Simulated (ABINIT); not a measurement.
Run report: Si, elastic calculation (part 1 of 3)

The run: elastic calculation of Si (2 atoms in the cell). Method and program: Kohn-Sham DFT of a periodic cell, PBEsol, PseudoDojo NC SR PBEsol v0.4.1 standard, no spin polarisation (ABINIT 10.8.3).

The structure was built on a prototype by a generator; it need not be a known phase.

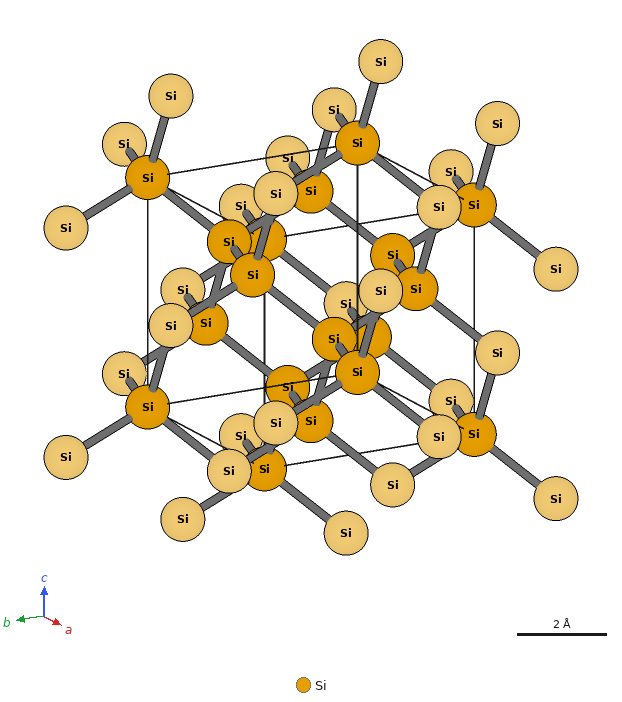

Fig. 1: The structure as given in the input (ball-and-stick view of the cell 4 times as large as that of the calculation, set on its symmetry axes, seen at an oblique angle; neighbours outside the cell are drawn fainter). Near neighbours in the crystal (not all of them lie inside the picture): Si has 4 Si at 2.35 Å.

## The input
```
# Datasets
ndtset 3

# Pseudopotentials
pp_dirpath "./"
pseudos "Si.upf"

# Structure
acell 3*1.0
rprim
     0.0000000000     5.1331417983     5.1331417983
     5.1331417983     0.0000000000     5.1331417983
     5.1331417983     5.1331417983     0.0000000000
ntypat 1
znucl 14
natom 2
typat 1 1
chkprim 0
chksymtnons 0
tolsym 1.0e-6
xred
            0.0            0.0            0.0
            1/4            1/4            1/4

# Plane-wave basis
ecut 18.0
ecutsm 0.5

# k points
ngkpt 6 6 6
nshiftk 4
shiftk
     0.5000000000     0.5000000000     0.5000000000
     0.5000000000     0.0000000000     0.0000000000
     0.0000000000     0.5000000000     0.0000000000
     0.0000000000     0.0000000000     0.5000000000

# Exchange and correlation
ixc -116133

# Bands and occupations
nband 4
occopt 1

# SCF cycle
nstep 80
diemac 6.0

# Output
prteig 0
prtebands 0
prtwf 0
prtden 0
prtpot 0

# Dataset 1: ground state
kptopt1 1
tolvrs1 1.0e-15
prtwf1 1

# Dataset 2: derivatives of the wave functions by k
iscf2 -3
rfelfd2 2
rfdir2 1 1 1
getwfk2 1
kptopt2 2
nqpt2 1
qpt2 0.0 0.0 0.0
tolwfr2 1.0e-18
prtwf2 1

# Dataset 3: response at q = 0 to electric field, atomic displacements, strain
rfelfd3 3
rfphon3 1
rfstrs3 3
rfatpol3 1 2
rfdir3 1 1 1
getwfk3 1
getddk3 2
kptopt3 2
nqpt3 1
qpt3 0.0 0.0 0.0
tolvrs3 1.0e-8
```

## File mrgddb.in
```
merged_DDB
Si
2
runo_DS1_DDB
runo_DS3_DDB
```

## File anaddb.abi
```
ddb_filepath "merged_DDB"
output_file "anaddb.abo"
outdata_prefix "ana"
asr 1
chneut 1
dipdip 1
dieflag 3
enunit 0
elaflag 3
instrflag 1
piezoflag 3
eivec 1
nph1l 1
qph1l 0.0 0.0 0.0 1.0
nph2l 3
qph2l
  1.0 0.0 0.0 0.0
  0.0 1.0 0.0 0.0
  0.0 0.0 1.0 0.0
```

Run on 1 thread of Intel Xeon (Sapphire Rapids), 64 GiB of memory available, shared host.

Launched with:
```bash
abinit run.abi > log 2>&1
mrgddb < mrgddb.in > mrgddb.log 2>&1
anaddb anaddb.abi > anaddb.log 2>&1
```

## Log
```
.Version 10.8.3 of ABINIT
 DATASET    1 : space group Fd -3 m (#227); Bravais cF (face-center cubic)
================================================================================
 Values of the parameters that define the memory need for DATASET  1.
     intxc =       0    ionmov =       0      iscf =       7    lmnmax =       6
     lnmax =       6     mgfft =      30  mpssoang =       3    mqgrid =    3001
     natom =       2  nloc_mem =       1    nspden =       1   nspinor =       1
    nsppol =       1      nsym =      48    n1xccc =    2501    ntypat =       1
    occopt =       1   xclevel =       2
       mpw =         994          nfft =       27000          nkpt =          28
================================================================================
================================================================================

 DATASET    2 : space group Fd -3 m (#227); Bravais cF (face-center cubic)
================================================================================
 Values of the parameters that define the memory need for DATASET  2 (RF).
     intxc =       0      iscf =      -3    lmnmax =       6     lnmax =       6
     mgfft =      30  mpssoang =       3    mqgrid =    3001     natom =       2
  nloc_mem =       1    nspden =       1   nspinor =       1    nsppol =       1
      nsym =      48    n1xccc =    2501    ntypat =       1    occopt =       1
   xclevel =       2
      nfft =       27000          nkpt =         432
================================================================================
================================================================================

 DATASET    3 : space group Fd -3 m (#227); Bravais cF (face-center cubic)
================================================================================
 Values of the parameters that define the memory need for DATASET  3 (RF).
     intxc =       0      iscf =       7    lmnmax =       6     lnmax =       6
     mgfft =      30  mpssoang =       3    mqgrid =    3001     natom =       2
  nloc_mem =       1    nspden =       1   nspinor =       1    nsppol =       1
      nsym =      48    n1xccc =    2501    ntypat =       1    occopt =       1
   xclevel =       2
      nfft =       27000          nkpt =         432
================================================================================
================================================================================

--------------------------------------------------------------------------------
------------- Echo of variables that govern the present computation ------------
--------------------------------------------------------------------------------
 -outvars: echo values of preprocessed input variables --------
            acell      1.0000000000E+00  1.0000000000E+00  1.0000000000E+00 Bohr
              amu      2.80855000E+01
          chkprim           0
      chksymtnons           0
           diemac      6.00000000E+00
             ecut      1.80000000E+01 Hartree
           ecutsm      5.00000000E-01 Hartree
           getddk1          0
           getddk2          0
           getddk3          2
           getwfk1          0
           getwfk2          1
           getwfk3          1
             iscf1          7
             iscf2         -3
             iscf3          7
              ixc     -116133
           jdtset        1    2    3
                       outvar_i_n : Printing only first  50 k-points.
           kptopt1          1
           kptopt2          2
           kptopt3          2
         kptrlatt        6   -6    6     -6    6    6     -6   -6    6
          kptrlen      6.15977016E+01
            natom           2
            nband1          4
            nband2          4
            nband3          4
           ndtset           3
            ngfft          30      30      30
             nkpt1         28
             nkpt2        432
             nkpt3        432
             nqpt1          0
             nqpt2          1
             nqpt3          1
            nstep          80
             nsym          48
           ntypat           1
        optdriver1          0
        optdriver2          1
        optdriver3          1
           prtden           0
        prtebands           0
           prteig           0
            prtwf1          1
            prtwf2          1
            prtwf3          0
           rfelfd1          0
           rfelfd2          2
           rfelfd3          3
           rfphon1          0
           rfphon2          0
           rfphon3          1
           rfstrs1          0
           rfstrs2          0
           rfstrs3          3
            rprim      0.0000000000E+00  5.1331417983E+00  5.1331417983E+00
                       5.1331417983E+00  0.0000000000E+00  5.1331417983E+00
                       5.1331417983E+00  5.1331417983E+00  0.0000000000E+00
           shiftk      5.00000000E-01  5.00000000E-01  5.00000000E-01
          spgroup         227
           tolsym      1.00000000E-06
           tolvrs1     1.00000000E-15
           tolvrs2     0.00000000E+00
           tolvrs3     1.00000000E-08
           tolwfr1     0.00000000E+00
           tolwfr2     1.00000000E-18
           tolwfr3     0.00000000E+00
            typat      1  1
                       outvars : Printing only first  50 k-points.
           xangst      0.0000000000E+00  0.0000000000E+00  0.0000000000E+00
                       1.3581708291E+00  1.3581708291E+00  1.3581708291E+00
            xcart      0.0000000000E+00  0.0000000000E+00  0.0000000000E+00
                       2.5665708991E+00  2.5665708991E+00  2.5665708991E+00
             xred      0.0000000000E+00  0.0000000000E+00  0.0000000000E+00
                       2.5000000000E-01  2.5000000000E-01  2.5000000000E-01
            znucl       14.00000

================================================================================

 chkinp: Checking input parameters for consistency, jdtset=   1.

 chkinp: Checking input parameters for consistency, jdtset=   2.

 chkinp: Checking input parameters for consistency, jdtset=   3.

================================================================================
== DATASET  1 ==================================================================

--- !DatasetInfo
iteration_state: {dtset: 1, }
dimensions: {natom: 2, nkpt: 28, mband: 4, nsppol: 1, nspinor: 1, nspden: 1, mpw: 994, }
cutoff_energies: {ecut:  18.0, pawecutdg:  -1.0, }
electrons: {nelect:   8.00000000E+00, charge:   0.00000000E+00, occopt:   1.00000000E+00, tsmear:   1.00000000E-02, }
meta: {optdriver: 0, ionmov: 0, optcell: 0, iscf: 7, paral_kgb: 0, }
...

 Real(R)+Recip(G) space primitive vectors, cartesian coordinates (Bohr,Bohr^-1):
 R(1)=  0.0000000  5.1331418  5.1331418  G(1)= -0.0974062  0.0974062  0.0974062
 R(2)=  5.1331418  0.0000000  5.1331418  G(2)=  0.0974062 -0.0974062  0.0974062
 R(3)=  5.1331418  5.1331418  0.0000000  G(3)=  0.0974062  0.0974062 -0.0974062
 Unit cell volume ucvol=  2.7050779E+02 bohr^3
 Angles (23,13,12)=  6.00000000E+01  6.00000000E+01  6.00000000E+01 degrees

 getcut: wavevector=  0.0000  0.0000  0.0000  ngfft=  30  30  30
         ecut(hartree)=     18.000   => boxcut(ratio)=   2.16623

--- Pseudopotential description ------------------------------------------------
- pspini: atom type   1  psp file is ./Si.upf
  14.00000   4.00000  180301                  znucl, zion, pspdat
12 -116133 2 -1 1510                          pspcod,pspxc,lmax,lloc,mmax
     nproj     2     2     2

   1.25834986E+02                                ecore*ucvol(ha*bohr**3)
--------------------------------------------------------------------------------

================================================================================

--- !BeginCycle
iteration_state: {dtset: 1, }
solver: {iscf: 7, nstep: 80, nline: 4, wfoptalg: 0, }
tolerances: {tolvrs: 1.00E-15, }
...

     iter   Etot(hartree)      deltaE(h)  residm     vres2
 ETOT  1  -8.4588739196650    -8.459E+00 1.569E-02 8.197E+00
 ETOT  2  -8.4630012053802    -4.127E-03 2.444E-06 7.500E-02
 ETOT  3  -8.4630134610057    -1.226E-05 1.024E-07 2.396E-03
 ETOT  4  -8.4630137170264    -2.560E-07 1.461E-09 4.002E-05
 ETOT  5  -8.4630137207634    -3.737E-09 2.923E-11 5.247E-08
 ETOT  6  -8.4630137207704    -6.951E-12 3.262E-13 2.553E-10
 ETOT  7  -8.4630137207705    -1.315E-13 4.455E-15 3.878E-12
 ETOT  8  -8.4630137207705    -1.954E-14 7.466E-17 1.184E-14
 ETOT  9  -8.4630137207705     4.263E-14 9.928E-19 3.275E-17

 At SCF step    9       vres2   =  3.27E-17 < tolvrs=  1.00E-15 =>converged.

 Cartesian components of stress tensor (hartree/bohr^3)
  sigma(1 1)=  2.55834890E-06  sigma(3 2)=  0.00000000E+00
  sigma(2 2)=  2.55834890E-06  sigma(3 1)=  0.00000000E+00
  sigma(3 3)=  2.55834890E-06  sigma(2 1)=  0.00000000E+00

--- !ResultsGS
iteration_state: {dtset: 1, }
comment   : Summary of ground state results
lattice_vectors:
- [  0.0000000,   5.1331418,   5.1331418, ]
- [  5.1331418,   0.0000000,   5.1331418, ]
- [  5.1331418,   5.1331418,   0.0000000, ]
lattice_lengths: [   7.25936,    7.25936,    7.25936, ]
lattice_angles: [ 60.000,  60.000,  60.000, ] # degrees, (23, 13, 12)
lattice_volume:   2.7050779E+02
convergence: {deltae:  4.263E-14, res2:  3.275E-17, residm:  9.928E-19, diffor: null, }
etotal    :  -8.46301372E+00
entropy   :   0.00000000E+00
fermie    :   1.63171394E-01
cartesian_stress_tensor: # hartree/bohr^3
- [  2.55834890E-06,   0.00000000E+00,   0.00000000E+00, ]
- [  0.00000000E+00,   2.55834890E-06,   0.00000000E+00, ]
- [  0.00000000E+00,   0.00000000E+00,   2.55834890E-06, ]
pressure_GPa:  -7.5269E-02
xred      :
- [  0.0000E+00,   0.0000E+00,   0.0000E+00, Si]
- [  2.5000E-01,   2.5000E-01,   2.5000E-01, Si]
cartesian_forces: # hartree/bohr
- [ -1.02453291E-31,   2.84365006E-48,   1.02453291E-31, ]
- [  1.02453291E-31,  -2.84365006E-48,  -1.02453291E-31, ]
force_length_stats: {min:   1.44890834E-31, max:   1.44890834E-31, mean:   1.44890834E-31, }
...

 Integrated electronic density in atomic spheres:
 ------------------------------------------------
 Atom  Sphere_radius  Integrated_density
    1        2.00000          1.78347826
    2        2.00000          1.75142767
================================================================================

 ----iterations are completed or convergence reached----

 Mean square residual over all n,k,spin=   27.169E-21; max=  99.282E-20
 reduced coordinates (array xred) for    2 atoms
       0.000000000000      0.000000000000      0.000000000000
       0.250000000000      0.250000000000      0.250000000000
 rms dE/dt=  6.0727E-31; max dE/dt=  1.0518E-30; dE/dt below (all hartree)
    1      -0.000000000000      0.000000000000      0.000000000000
    2       0.000000000000      0.000000000000      0.000000000000

 cartesian coordinates (angstrom) at end:
    1      0.00000000000000     0.00000000000000     0.00000000000000
    2      1.35817082907560     1.35817082907560     1.35817082907560

 cartesian forces (hartree/bohr) at end:
    1     -0.00000000000000     0.00000000000000     0.00000000000000
    2      0.00000000000000    -0.00000000000000    -0.00000000000000
 frms,max,avg= 8.3652762E-32 1.0245329E-31   0.000E+00  0.000E+00  0.000E+00 h/b

 cartesian forces (eV/Angstrom) at end:
    1     -0.00000000000000     0.00000000000000     0.00000000000000
    2      0.00000000000000    -0.00000000000000    -0.00000000000000
 frms,max,avg= 4.3015980E-30 5.2683600E-30   0.000E+00  0.000E+00  0.000E+00 e/A
 length scales=  1.000000000000  1.000000000000  1.000000000000 bohr
              =  0.529177210544  0.529177210544  0.529177210544 angstroms
 Fermi (or HOMO) energy (hartree) =   0.16317   Average Vxc (hartree)=  -0.34597
 Eigenvalues (hartree) for nkpt=  28  k points:
 kpt#   1, nband=  4, wtk=  0.02778, kpt= -0.0833 -0.1667  0.0000 (reduced coord)
  -0.25961    0.09710    0.13896    0.14603
 prteigrs : prtvol=0 or 1, do not print more k-points.

--- !EnergyTerms
iteration_state     : {dtset: 1, }
comment             : Components of total free energy in Hartree
kinetic             :  3.05888260567632E+00
hartree             :  5.37819683071757E-01
xc                  : -3.07363989230215E+00
Ewald energy        : -8.39532318538457E+00
psp_core            :  4.65180631435522E-01
local_psp           : -2.29642453369946E+00
non_local_psp       :  1.24049097043211E+00
total_energy        : -8.46301372077046E+00
total_energy_eV     : -2.30290335160922E+02
band_energy         : -1.47103405667312E-01
...
```
